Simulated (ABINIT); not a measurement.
Run report: Pb, elastic calculation (part 2 of 2)

Continued. System: Pb (Fm-3m, 1 atom in the cell). Method: Kohn-Sham DFT of a periodic cell, LDA, PseudoDojo NC SR LDA v0.4.1 standard, no spin polarisation (ABINIT 10.8.3); cutoff 761.92 eV, 16×16×16 k-mesh, fermi-dirac of 0.136 eV. The structure derives from an entry of the Crystallography Open Database.

Geometry of the input (Å; fractional positions):
```
0.0000  2.4487  2.4487
2.4487  0.0000  2.4487
2.4487  2.4487  0.0000
Pb 0.0000  0.0000  0.0000
```

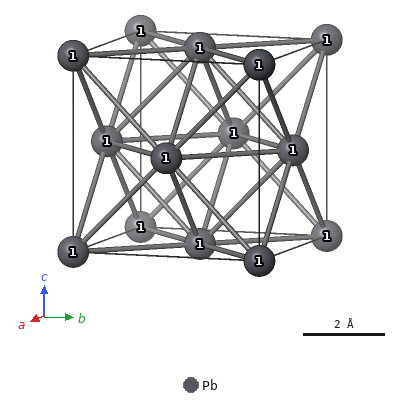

Fig. 1: The structure (ball-and-stick view of the cell 4 times as large as that of the calculation, set on its symmetry axes, seen slightly off an axis; atoms are numbered from 1 in the order of the input). An atom can appear more than once, as a periodic image.

What the program printed, continued
```
 The list of irreducible perturbations for this q vector is:
    1)    idir= 1    ipert=   1
    2)    idir= 1    ipert=   4
    3)    idir= 2    ipert=   4
    4)    idir= 3    ipert=   4
    5)    idir= 1    ipert=   5
    6)    idir= 2    ipert=   5
    7)    idir= 3    ipert=   5

================================================================================

 The perturbation idir=   2  ipert=   1 is
 symmetric of a previously calculated perturbation.
 So, its SCF calculation is not needed.

 The perturbation idir=   3  ipert=   1 is
 symmetric of a previously calculated perturbation.
 So, its SCF calculation is not needed.

--------------------------------------------------------------------------------
 Perturbation wavevector (in red.coord.)   0.000000  0.000000  0.000000
 Perturbation : displacement of atom   1   along direction   1
 Found     4 symmetries that leave the perturbation invariant.
 symkpt : the number of k-points, thanks to the symmetries,
 is reduced to   621 .

--------------------------------------------------------------------------------

--------------------------------------------------------------------------------

 dfpt_looppert : total number of electrons, from k and k+q
  fully or partially occupied states are    1.400000E+01 and    1.400000E+01.
 Initialisation of the first-order wave-functions :
  ireadwf=   0

--- !BeginCycle
iteration_state: {dtset: 2, }
solver: {iscf: 7, nstep: 80, nline: 4, wfoptalg: 0, }
tolerances: {tolvrs: 1.00E-09, }
...

     iter   2DEtotal(Ha)        deltaE(Ha) residm    vres2
-ETOT  1   1.0900328663522     -7.969E+03 1.258E+01 5.503E+01
 ETOT  2  3.09273778680108E-03 -1.087E+00 1.325E-01 5.012E+00
 ETOT  3  1.56308342639022E-04 -2.936E-03 9.258E-03 1.019E-01
 ETOT  4  1.12762640355868E-04 -4.355E-05 2.912E-03 2.761E-02
 ETOT  5  9.70364483237063E-05 -1.573E-05 1.320E-03 1.488E-05
 ETOT  6  9.70299599885038E-05 -6.488E-09 7.447E-04 7.071E-07
 ETOT  7  9.70294970557006E-05 -4.629E-10 4.197E-04 6.869E-09
 ETOT  8  9.70295188835735E-05  2.183E-11 2.471E-04 1.985E-10

 At SCF step    8       vres2   =  1.99E-10 < tolvrs=  1.00E-09 =>converged.
================================================================================

 ----iterations are completed or convergence reached----

 Mean square residual over all n,k,spin=   12.264E-08; max=  24.712E-05

 2DEtotal=    0.9702951888E-04 Ha. Also 2DEtotal=    0.264030771560E-02 eV
    (2DErelax=   -7.9698947051E+03 Ha. 2DEnonrelax=    7.9698948021E+03 Ha)
    (  non-var. 2DEtotal :    8.8889655899E-05 Ha)

--------------------------------------------------------------------------------
 Perturbation wavevector (in red.coord.)   0.000000  0.000000  0.000000
 Found    16 symmetries that leave the perturbation invariant.
 symkpt : the number of k-points, thanks to the symmetries,
 is reduced to   349 .

--------------------------------------------------------------------------------

--------------------------------------------------------------------------------

 dfpt_looppert : total number of electrons, from k and k+q
  fully or partially occupied states are    1.400000E+01 and    1.400000E+01.
 Initialisation of the first-order wave-functions :
  ireadwf=   0

--- !BeginCycle
iteration_state: {dtset: 2, }
solver: {iscf: 7, nstep: 80, nline: 4, wfoptalg: 0, }
tolerances: {tolvrs: 1.00E-09, }
...

     iter   2DEtotal(Ha)        deltaE(Ha) residm    vres2
-ETOT  1   14.245088423418     -8.310E+01 5.225E+01 2.911E+04
 ETOT  2   1.5705197049362     -1.267E+01 1.476E+00 2.055E+03
 ETOT  3  0.41853510119924     -1.152E+00 3.992E+00 2.090E+01
 ETOT  4  0.41106572036585     -7.469E-03 9.206E-02 2.631E-01
 ETOT  5  0.41101012777048     -5.559E-05 2.970E-01 4.159E-03
 ETOT  6  0.41100938418733     -7.436E-07 1.125E-01 1.094E-04
 ETOT  7  0.41100936410993     -2.008E-08 1.372E-01 5.023E-07
 ETOT  8  0.41100936401338     -9.656E-11 4.079E-02 2.541E-09
 ETOT  9  0.41100936401224     -1.137E-12 8.649E-02 7.822E-12

 At SCF step    9       vres2   =  7.82E-12 < tolvrs=  1.00E-09 =>converged.
================================================================================

 ----iterations are completed or convergence reached----

 Mean square residual over all n,k,spin=   23.558E-06; max=  86.486E-03

 2DEtotal=    0.4110093640E+00 Ha. Also 2DEtotal=    0.111841345549E+02 eV
    (2DErelax=   -9.6938865875E+01 Ha. 2DEnonrelax=    9.7349875239E+01 Ha)
    (  non-var. 2DEtotal :    4.1100939949E-01 Ha)

--------------------------------------------------------------------------------
 Perturbation wavevector (in red.coord.)   0.000000  0.000000  0.000000
 Found    16 symmetries that leave the perturbation invariant.
 symkpt : the number of k-points, thanks to the symmetries,
 is reduced to   349 .

--------------------------------------------------------------------------------

--------------------------------------------------------------------------------

 dfpt_looppert : total number of electrons, from k and k+q
  fully or partially occupied states are    1.400000E+01 and    1.400000E+01.
 Initialisation of the first-order wave-functions :
  ireadwf=   0

--- !BeginCycle
iteration_state: {dtset: 2, }
solver: {iscf: 7, nstep: 80, nline: 4, wfoptalg: 0, }
tolerances: {tolvrs: 1.00E-09, }
...

     iter   2DEtotal(Ha)        deltaE(Ha) residm    vres2
-ETOT  1   14.245337796264     -8.310E+01 5.225E+01 2.911E+04
 ETOT  2   1.5705682194639     -1.267E+01 1.476E+00 2.055E+03
 ETOT  3  0.41853321109557     -1.152E+00 3.992E+00 2.090E+01
 ETOT  4  0.41106513148431     -7.468E-03 3.046E-01 2.631E-01
 ETOT  5  0.41100955433445     -5.558E-05 1.234E+00 4.158E-03
 ETOT  6  0.41100881108073     -7.433E-07 1.167E-01 1.093E-04
 ETOT  7  0.41100879101304     -2.007E-08 3.624E-01 5.017E-07
 ETOT  8  0.41100879091567     -9.737E-11 5.174E-02 2.533E-09
 ETOT  9  0.41100879091541     -2.558E-13 2.156E-01 7.813E-12

 At SCF step    9       vres2   =  7.81E-12 < tolvrs=  1.00E-09 =>converged.
================================================================================

 ----iterations are completed or convergence reached----

 Mean square residual over all n,k,spin=   71.435E-06; max=  21.557E-02

 2DEtotal=    0.4110087909E+00 Ha. Also 2DEtotal=    0.111841189601E+02 eV
    (2DErelax=   -9.6938866449E+01 Ha. 2DEnonrelax=    9.7349875240E+01 Ha)
    (  non-var. 2DEtotal :    4.1100882625E-01 Ha)

--------------------------------------------------------------------------------
 Perturbation wavevector (in red.coord.)   0.000000  0.000000  0.000000
 Found    16 symmetries that leave the perturbation invariant.
 symkpt : the number of k-points, thanks to the symmetries,
 is reduced to   349 .

--------------------------------------------------------------------------------

--------------------------------------------------------------------------------

 dfpt_looppert : total number of electrons, from k and k+q
  fully or partially occupied states are    1.400000E+01 and    1.400000E+01.
 Initialisation of the first-order wave-functions :
  ireadwf=   0

--- !BeginCycle
iteration_state: {dtset: 2, }
solver: {iscf: 7, nstep: 80, nline: 4, wfoptalg: 0, }
tolerances: {tolvrs: 1.00E-09, }
...

     iter   2DEtotal(Ha)        deltaE(Ha) residm    vres2
-ETOT  1   14.245968311098     -8.310E+01 5.225E+01 2.911E+04
 ETOT  2   1.5707075723847     -1.268E+01 1.476E+00 2.055E+03
 ETOT  3  0.41853109743665     -1.152E+00 3.991E+00 2.089E+01
 ETOT  4  0.41106514605191     -7.466E-03 3.046E-01 2.631E-01
 ETOT  5  0.41100956818466     -5.558E-05 1.234E+00 4.158E-03
 ETOT  6  0.41100882486311     -7.433E-07 1.167E-01 1.093E-04
 ETOT  7  0.41100880479486     -2.007E-08 3.624E-01 5.020E-07
 ETOT  8  0.41100880469768     -9.717E-11 5.174E-02 2.532E-09
 ETOT  9  0.41100880469704     -6.395E-13 2.156E-01 7.805E-12

 At SCF step    9       vres2   =  7.81E-12 < tolvrs=  1.00E-09 =>converged.
================================================================================

 ----iterations are completed or convergence reached----

 Mean square residual over all n,k,spin=   71.442E-06; max=  21.558E-02

 2DEtotal=    0.4110088047E+00 Ha. Also 2DEtotal=    0.111841193351E+02 eV
    (2DErelax=   -9.6938866436E+01 Ha. 2DEnonrelax=    9.7349875240E+01 Ha)
    (  non-var. 2DEtotal :    4.1100883955E-01 Ha)

--------------------------------------------------------------------------------
 Perturbation wavevector (in red.coord.)   0.000000  0.000000  0.000000
 Found     8 symmetries that leave the perturbation invariant.
 symkpt : the number of k-points, thanks to the symmetries,
 is reduced to   621 .

--------------------------------------------------------------------------------

--------------------------------------------------------------------------------

 dfpt_looppert : total number of electrons, from k and k+q
  fully or partially occupied states are    1.400000E+01 and    1.400000E+01.
 Initialisation of the first-order wave-functions :
  ireadwf=   0

--- !BeginCycle
iteration_state: {dtset: 2, }
solver: {iscf: 7, nstep: 80, nline: 4, wfoptalg: 0, }
tolerances: {tolvrs: 1.00E-09, }
...

     iter   2DEtotal(Ha)        deltaE(Ha) residm    vres2
-ETOT  1   2.4871653479445     -5.404E+01 1.047E+01 6.062E+03
 ETOT  2  0.16277932071264     -2.324E+00 1.707E+00 6.250E+01
 ETOT  3  0.14065553531680     -2.212E-02 1.275E+00 2.586E+00
 ETOT  4  0.13998396360573     -6.716E-04 1.959E-01 1.433E-02
 ETOT  5  0.13998084287005     -3.121E-06 1.660E-01 4.724E-05
 ETOT  6  0.13998083641696     -6.453E-09 7.926E-02 2.486E-07
 ETOT  7  0.13998083638527     -3.169E-11 8.157E-02 3.658E-10

 At SCF step    7       vres2   =  3.66E-10 < tolvrs=  1.00E-09 =>converged.
================================================================================

 ----iterations are completed or convergence reached----

 Mean square residual over all n,k,spin=   27.701E-06; max=  81.567E-03

 2DEtotal=    0.1399808364E+00 Ha. Also 2DEtotal=    0.380907260592E+01 eV
    (2DErelax=   -5.6386523631E+01 Ha. 2DEnonrelax=    5.6526504467E+01 Ha)
    (  non-var. 2DEtotal :    1.3998017895E-01 Ha)

--------------------------------------------------------------------------------
 Perturbation wavevector (in red.coord.)   0.000000  0.000000  0.000000
 Found     8 symmetries that leave the perturbation invariant.
 symkpt : the number of k-points, thanks to the symmetries,
 is reduced to   621 .

--------------------------------------------------------------------------------

--------------------------------------------------------------------------------

 dfpt_looppert : total number of electrons, from k and k+q
  fully or partially occupied states are    1.400000E+01 and    1.400000E+01.
 Initialisation of the first-order wave-functions :
  ireadwf=   0

--- !BeginCycle
iteration_state: {dtset: 2, }
solver: {iscf: 7, nstep: 80, nline: 4, wfoptalg: 0, }
tolerances: {tolvrs: 1.00E-09, }
...

     iter   2DEtotal(Ha)        deltaE(Ha) residm    vres2
-ETOT  1   2.4871882615617     -5.404E+01 8.329E+00 6.062E+03
 ETOT  2  0.16277949973492     -2.324E+00 4.277E-01 6.251E+01
 ETOT  3  0.14065580477877     -2.212E-02 1.275E+00 2.586E+00
 ETOT  4  0.13998416719008     -6.716E-04 1.959E-01 1.433E-02
 ETOT  5  0.13998104621271     -3.121E-06 1.660E-01 4.724E-05
 ETOT  6  0.13998103976019     -6.453E-09 7.926E-02 2.488E-07
 ETOT  7  0.13998103972843     -3.176E-11 8.157E-02 3.953E-10

 At SCF step    7       vres2   =  3.95E-10 < tolvrs=  1.00E-09 =>converged.
================================================================================

 ----iterations are completed or convergence reached----

 Mean square residual over all n,k,spin=   26.973E-06; max=  81.568E-03

 2DEtotal=    0.1399810397E+00 Ha. Also 2DEtotal=    0.380907813916E+01 eV
    (2DErelax=   -5.6386523427E+01 Ha. 2DEnonrelax=    5.6526504467E+01 Ha)
    (  non-var. 2DEtotal :    1.3998038110E-01 Ha)

--------------------------------------------------------------------------------
 Perturbation wavevector (in red.coord.)   0.000000  0.000000  0.000000
 Found     8 symmetries that leave the perturbation invariant.
 symkpt : the number of k-points, thanks to the symmetries,
 is reduced to   621 .

--------------------------------------------------------------------------------

--------------------------------------------------------------------------------

 dfpt_looppert : total number of electrons, from k and k+q
  fully or partially occupied states are    1.400000E+01 and    1.400000E+01.
 Initialisation of the first-order wave-functions :
  ireadwf=   0

--- !BeginCycle
iteration_state: {dtset: 2, }
solver: {iscf: 7, nstep: 80, nline: 4, wfoptalg: 0, }
tolerances: {tolvrs: 1.00E-09, }
...

     iter   2DEtotal(Ha)        deltaE(Ha) residm    vres2
-ETOT  1   2.4871764836162     -5.404E+01 8.329E+00 6.062E+03
 ETOT  2  0.16277819369927     -2.324E+00 4.277E-01 6.250E+01
 ETOT  3  0.14065578188741     -2.212E-02 1.275E+00 2.586E+00
 ETOT  4  0.13998416922556     -6.716E-04 1.959E-01 1.433E-02
 ETOT  5  0.13998104887781     -3.120E-06 1.660E-01 4.725E-05
 ETOT  6  0.13998104242370     -6.454E-09 7.926E-02 2.488E-07
 ETOT  7  0.13998104239132     -3.239E-11 8.157E-02 4.039E-10

 At SCF step    7       vres2   =  4.04E-10 < tolvrs=  1.00E-09 =>converged.
================================================================================

 ----iterations are completed or convergence reached----

 Mean square residual over all n,k,spin=   26.975E-06; max=  81.567E-03

 2DEtotal=    0.1399810424E+00 Ha. Also 2DEtotal=    0.380907821162E+01 eV
    (2DErelax=   -5.6386523425E+01 Ha. 2DEnonrelax=    5.6526504467E+01 Ha)
    (  non-var. 2DEtotal :    1.3998038478E-01 Ha)

================================================================================

 ---- first-order wavefunction calculations are completed ----

 ==> Compute Derivative Database <==

  Dynamical matrix, in cartesian coordinates,
   if specified in the inputs, asr has been imposed
     j1       j2             matrix element
  dir pert dir pert     real part    imaginary part

  Rigid-atom elastic tensor , in cartesian coordinates,
     j1       j2             matrix element
  dir pert dir pert     real part    imaginary part

   1    4   1    4         0.0020739561         0.0000000000
   1    4   2    4         0.0015335548         0.0000000000
   1    4   3    4         0.0015335548         0.0000000000

   2    4   1    4         0.0015335563         0.0000000000
   2    4   2    4         0.0020739532         0.0000000000
   2    4   3    4         0.0015335548         0.0000000000

   3    4   1    4         0.0015335563         0.0000000000
   3    4   2    4         0.0015335548         0.0000000000
   3    4   3    4         0.0020739533         0.0000000000

   1    5   1    5         0.0007063409         0.0000000000

   2    5   2    5         0.0007063419         0.0000000000

   3    5   3    5         0.0007063419         0.0000000000

  Internal strain coupling parameters, in cartesian coordinates,
   zero average net force deriv. has been imposed
     j1       j2             matrix element
  dir pert dir pert     real part    imaginary part

  Phonon wavevector (reduced coordinates) :  0.00000  0.00000  0.00000
 Phonon energies in Hartree :
   0.000000E+00  0.000000E+00  0.000000E+00
 Phonon frequencies in cm-1    :
   0.000000E+00  0.000000E+00  0.000000E+00

== END DATASET(S) ==============================================================
================================================================================

 -outvars: echo values of variables after computation  --------
            acell      1.8897261259E+00  1.8897261259E+00  1.8897261259E+00 Bohr
           etotal1    -7.0262226075E+01
           etotal2     1.3998104239E-01
            fcart1    -0.0000000000E+00 -0.0000000000E+00 -0.0000000000E+00
            fcart2     0.0000000000E+00  0.0000000000E+00  0.0000000000E+00
            rprim      0.0000000000E+00  2.4487354300E+00  2.4487354300E+00
                       2.4487354300E+00  0.0000000000E+00  2.4487354300E+00
                       2.4487354300E+00  2.4487354300E+00  0.0000000000E+00
           strten1     1.7916209024E-05  1.7916209024E-05  1.7916209024E-05
                       0.0000000000E+00  0.0000000000E+00  0.0000000000E+00
           strten2     0.0000000000E+00  0.0000000000E+00  0.0000000000E+00
                       0.0000000000E+00  0.0000000000E+00  0.0000000000E+00
 Calculation completed.
```

Key numbers

```tsv
quantity	value
outcome	converged
space group (tolerance 0.01 Å)	Fm-3m (225)
electrons treated	14
free energy	−1911.9326 eV
Fermi energy	5.516 eV
gap on the k-point mesh	none (metallic)
pressure	−0.53 GPa
largest force (length of the vector)	under 0.001 eV/Å
hardware	4 threads of Intel Xeon (Granite Rapids), 32 GiB of memory available, shared host
wall time	4.6 min (CPU time 19 min)
peak memory	0.92 GiB
```

Points of doubt noted for this run: k mesh coarse for metal response. Spin–orbit coupling is left out, which matters for Pb.
